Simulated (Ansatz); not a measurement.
**W: a changed input and its effect**

System: W (4 atoms in the cell).
Method of the first run: DFT PBE, scalar-relativistic, plane waves, PAW, no spin polarisation (Ansatz 0.2.0).

The structure derives from an entry of the Crystallography Open Database. Text and figures count atoms from 1; the logs count them from 0 in places.

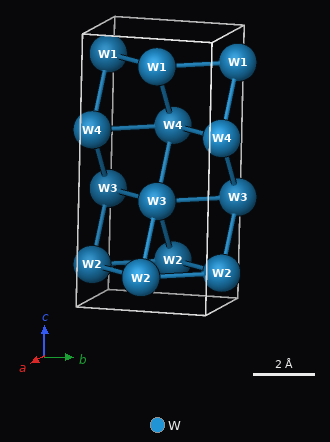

The structure (ball-and-stick view of the cell 2 times as large as that of the calculation, set on its symmetry axes, seen slightly off an axis; atoms are numbered from 1 in the order of the input). Near neighbours in the crystal (not all of them lie inside the picture): W has 7 W at 2.45 to 2.76 Å; W has 8 W at 2.76 Å.

### Input file, the first run
```yaml
crystal:
  lattice:
    - [-1.5917793224, 1.5917793224, -1.5917793224]
    - [-1.5917793224, -1.5917793224, 1.5917793224]
    - [-0.636711729, 6.3671172897, 6.3671172897]
  atoms:
    - { symbol: W, position: [-0.175, -0.175, 0.875] }
    - { symbol: W, position: [0.475, 0.475, 0.125] }
    - { symbol: W, position: [-0.075, -0.075, 0.375] }
    - { symbol: W, position: [0.375, 0.375, 0.625] }
basis:
  ecutwfc: 420
kpoints:
  mp_grid: { grid: [22, 22, 7] }
hamiltonian:
  xc: pbe
scf:
  occupations: { method: gaussian, width: 0.15 }
output:
  forces: true
  stress: true
  eigenvalues: true
```

Launched with:
```bash
ansatz run input.yaml --threads 2 --pin off --max-ram 5120MiB --backend cpu --events-out ev --progress --plain --runs-dir out
```

Hardware: 2 threads of AMD EPYC (Zen 2), 12 GiB of memory available, shared host.

### Output, shortened to warnings, some set-up lines, iterations and results (the first run)
```
Basis set: ecut = 420 eV, 1269 PW (Γ), exchange–correlation on 40×40×128 points (8 copies of the dense FFT grid, shifted against one another)
Symmetry: 4 space group operations
k-points: 892 of 3388
Initial density: superposition of atomic densities (neutral atoms: chi_scale 0, normalization atom), corrected by the library's trained network
[...]
SCF iter   1: F=—  HF=-41538.676120 eV  |F-HF|=—  |Δ(HF+E_count)|=         —  Δρ=3.99e-3  dr2=8.14e-2  ethr=1.77e-3  ⟨swp⟩=4.7  Hψ=117146  notcnv=0
SCF iter   2: F=—  HF=-41538.672067 eV  |F-HF|=—  |Δ(HF+E_count)|=   4.05e-3  Δρ=1.90e-3  dr2=1.42e-2  ethr=1.45e-4  ⟨swp⟩=1.0  Hψ=37464  notcnv=0  defer=1
SCF iter   3: F=—  HF=-41538.671159 eV  |F-HF|=—  |Δ(HF+E_count)|=   9.08e-4  Δρ=6.49e-4  dr2=1.33e-3  ethr=2.53e-5  ⟨swp⟩=1.1  Hψ=29507  notcnv=0  defer=1
SCF iter   4: F=—  HF=-41538.670987 eV  |F-HF|=—  |Δ(HF+E_count)|=   1.72e-4  Δρ=1.35e-4  dr2=4.79e-5  ethr=2.38e-6  ⟨swp⟩=2.2  Hψ=36530  notcnv=0  defer=1
SCF iter   5: F=—  HF=-41538.670974 eV  |F-HF|=—  |Δ(HF+E_count)|=   1.34e-5  Δρ=2.49e-5  dr2=2.76e-7  ethr=8.56e-8  ⟨swp⟩=2.1  Hψ=38638  notcnv=0  defer=1
SCF iter   6: F=-41538.670974 eV  HF=-41538.670974 eV  |F-HF|=2.36e-9  |Δ(HF+E_count)|=   1.32e-9  Δρ=3.83e-6  dr2=7.91e-9  ethr=1.79e-10  ⟨swp⟩=8.4  Hψ=127449  notcnv=0
SCF 1 converged in 6 iterations: F = -41538.670974 eV  dr2 = 7.91e-9
SCF converged after 6 iterations
Free energy (F): -41538.670974 eV
Harris-Foulkes:  -41538.670974 eV  (|F-HF|=2.36e-9)
Internal energy: -41538.649435 eV  (E = F + TS)
E sigma→0 (E₀):  -41538.660204 eV
Entropy (-TS):   -0.021539 eV (-5.385 meV/atom)
Fermi energy:    22.156444 eV
--- Per-component energies (eV) ---
  E_band       = -349.336794
  E_kinetic    = 1800.371886
  E_local      = -2468.788337  (includes V_loc(G=0)·N_el)
  E_nonlocal   = 2.483320
  E_hartree    = 885.862860
  E_xc         = -1067.705601
  E_vxc        = -955.105766  (∫ρ·V_xc dr)
  E_paw        = -34250.089646  (= ΣΔE_a)
  E_vpaw       = -500.023034  (= ΣTr[D̂ρ^β])
  E_aug_tail   = -0.000242  (compensation charges beyond the density's cutoff)
  E_ewald      = -6440.783675
  E_smearing   = -0.021539  (= −TS)
  E_closure    = 0.000000  (closes the sum)
  Σ components = -41538.670974   (vs F -41538.670974, Δ=0.00e0)
--- Forces (eV/Å), atoms counted from 1 ---
  atom   1  W     -1.98665456    -1.06488726    -1.06488726
  atom   2  W      1.98665456     1.06488726     1.06488726
  atom   3  W      0.11003265     0.20296708     0.20296708
  atom   4  W     -0.11003265    -0.20296708    -0.20296708
  max |Σ_I F_I| component: 1.39e-17 eV/Å
--- Stress (GPa, compression-positive) ---
        1.996058       7.222006       7.222006
        7.222007       5.047868       5.252090
        7.222007       5.252090       5.047868
  P = ⅓ Tr σ = 4.0306 GPa (40.306 kbar)
```

The input of the second run differs as follows (lines with − go, lines with + come):
```diff
-    - [-0.636711729, 6.3671172897, 6.3671172897]
+    - [-1.2734234579, 6.3671172897, 6.3671172897]
-    - { symbol: W, position: [-0.175, -0.175, 0.875] }
-    - { symbol: W, position: [0.475, 0.475, 0.125] }
-    - { symbol: W, position: [-0.075, -0.075, 0.375] }
-    - { symbol: W, position: [0.375, 0.375, 0.625] }
+    - { symbol: W, position: [-0.35, -0.35, 0.875] }
+    - { symbol: W, position: [0.45, 0.45, 0.125] }
+    - { symbol: W, position: [-0.15, -0.15, 0.375] }
+    - { symbol: W, position: [0.25, 0.25, 0.625] }
```

How does the second run compare with the first run?

With the same functional and potentials, the second run lies 356.8 meV per atom higher. The pressure goes from 4.03 to 10.33 GPa. The largest force goes from 2.493 to 5.109 eV/Å. The SCF takes 7 iterations against 6. The plane waves at Γ go from 1269 to 1289.

### Output, shortened to warnings, some set-up lines, iterations and results (the second run)
```
Basis set: ecut = 420 eV, 1289 PW (Γ), exchange–correlation on 40×40×128 points (8 copies of the dense FFT grid, shifted against one another)
Symmetry: 4 space group operations
k-points: 892 of 3388
Initial density: superposition of atomic densities (neutral atoms: chi_scale 0, normalization atom), corrected by the library's trained network
[...]
SCF iter   1: F=—  HF=-41537.289623 eV  |F-HF|=—  |Δ(HF+E_count)|=         —  Δρ=1.13e-2  dr2=8.03e-1  ethr=1.77e-3  ⟨swp⟩=4.8  Hψ=117978  notcnv=0
SCF iter   2: F=—  HF=-41537.249247 eV  |F-HF|=—  |Δ(HF+E_count)|=   4.04e-2  Δρ=3.63e-3  dr2=7.36e-2  ethr=1.43e-3  ⟨swp⟩=1.0  Hψ=37464  notcnv=0  defer=5
SCF iter   3: F=—  HF=-41537.245003 eV  |F-HF|=—  |Δ(HF+E_count)|=   4.24e-3  Δρ=1.68e-3  dr2=8.20e-3  ethr=1.31e-4  ⟨swp⟩=1.0  Hψ=29551  notcnv=0  defer=5
SCF iter   4: F=—  HF=-41537.243928 eV  |F-HF|=—  |Δ(HF+E_count)|=   1.07e-3  Δρ=3.09e-4  dr2=3.05e-4  ethr=1.46e-5  ⟨swp⟩=2.6  Hψ=39078  notcnv=0  defer=5
SCF iter   5: F=—  HF=-41537.243886 eV  |F-HF|=—  |Δ(HF+E_count)|=   4.21e-5  Δρ=6.20e-5  dr2=2.76e-6  ethr=5.44e-7  ⟨swp⟩=2.0  Hψ=38097  notcnv=0  defer=5
SCF iter   6: F=—  HF=-41537.243852 eV  |F-HF|=—  |Δ(HF+E_count)|=   3.41e-5  Δρ=1.42e-5  dr2=1.56e-7  ethr=4.92e-9  ⟨swp⟩=2.2  Hψ=42655  notcnv=0  defer=7
SCF iter   7: F=-41537.243852 eV  HF=-41537.243852 eV  |F-HF|=1.03e-9  |Δ(HF+E_count)|=   9.84e-9  Δρ=2.18e-6  dr2=3.09e-9  ethr=1.79e-10  ⟨swp⟩=7.9  Hψ=113641  notcnv=0
SCF 1 converged in 7 iterations: F = -41537.243852 eV  dr2 = 3.09e-9
SCF converged after 7 iterations
Free energy (F): -41537.243852 eV
Harris-Foulkes:  -41537.243852 eV  (|F-HF|=1.03e-9)
Internal energy: -41537.216246 eV  (E = F + TS)
E sigma→0 (E₀):  -41537.230049 eV
Entropy (-TS):   -0.027606 eV (-6.901 meV/atom)
Fermi energy:    22.119608 eV
--- Per-component energies (eV) ---
  E_band       = -348.388094
  E_kinetic    = 1804.600611
  E_local      = -2512.659916  (includes V_loc(G=0)·N_el)
  E_nonlocal   = 5.344335
  E_hartree    = 905.685310
  E_xc         = -1068.199390
  E_vxc        = -955.817107  (∫ρ·V_xc dr)
  E_paw        = -34251.177576  (= ΣΔE_a)
  E_vpaw       = -501.226347  (= ΣTr[D̂ρ^β])
  E_aug_tail   = -0.000252  (compensation charges beyond the density's cutoff)
  E_ewald      = -6420.809369
  E_smearing   = -0.027606  (= −TS)
  E_closure    = -0.000000  (closes the sum)
  Σ components = -41537.243852   (vs F -41537.243852, Δ=0.00e0)
--- Forces (eV/Å), atoms counted from 1 ---
  atom   1  W     -1.68687718    -3.41023082    -3.41023082
  atom   2  W      1.68687718     3.41023082     3.41023082
  atom   3  W      0.07680859     0.23438831     0.23438831
  atom   4  W     -0.07680859    -0.23438831    -0.23438831
  max |Σ_I F_I| component: 4.44e-16 eV/Å
--- Stress (GPa, compression-positive) ---
        0.935117       6.334143       6.334143
        6.334143      15.027869      12.471147
        6.334143      12.471147      15.027869
  P = ⅓ Tr σ = 10.3303 GPa (103.303 kbar)
```

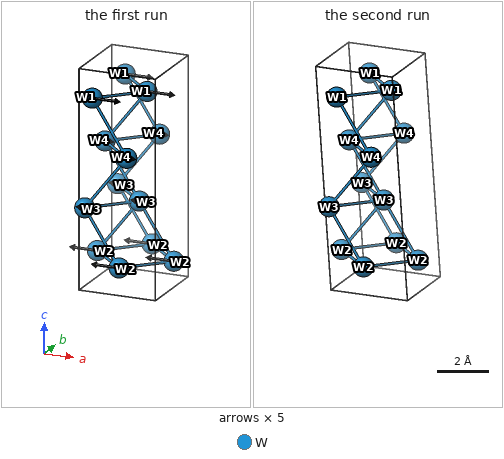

The two input geometries at one scale (ball-and-stick view of the cell 2 times as large as that of the calculation, set on its symmetry axes, seen slightly off an axis). The black arrows on the first give the shifts of the atoms relative to the cell, with their mean removed, magnified 5 times. The largest moves relative to the cell, 0.24 Å, are those of W1 and W2. (The mean shift of all atoms is removed.) The drawn cell changes at constant volume: a stays at 3.184 Å, b stays at 4.502 Å, c 9.027 → 9.094 Å (+0.7 %), β 94.0° → 98.0°. Among the contacts that change: W1–W2 2.445 → 2.274 Å.

### The two runs side by side

| quantity | the first run | the second run |
| --- | --- | --- |
| outcome | converged | converged |
| free energy per atom (eV) | −10384.6677 | −10384.3110 |
| energy per atom, smearing taken to zero (eV) | −10384.6651 | −10384.3075 |
| gap on the mesh (eV) | 0.00 | 0.00 |
| pressure (GPa) | 4.03 | 10.33 |
| largest force (eV/Å) | 2.493 | 5.109 |
| SCF iterations | 6 | 7 |
| irreducible k-points | 892 | 892 |
| plane waves at Γ | 1269 | 1289 |
| wall time (shared host) | 29 s | 31 s |

For both runs: Spin–orbit coupling is left out, which matters for W.
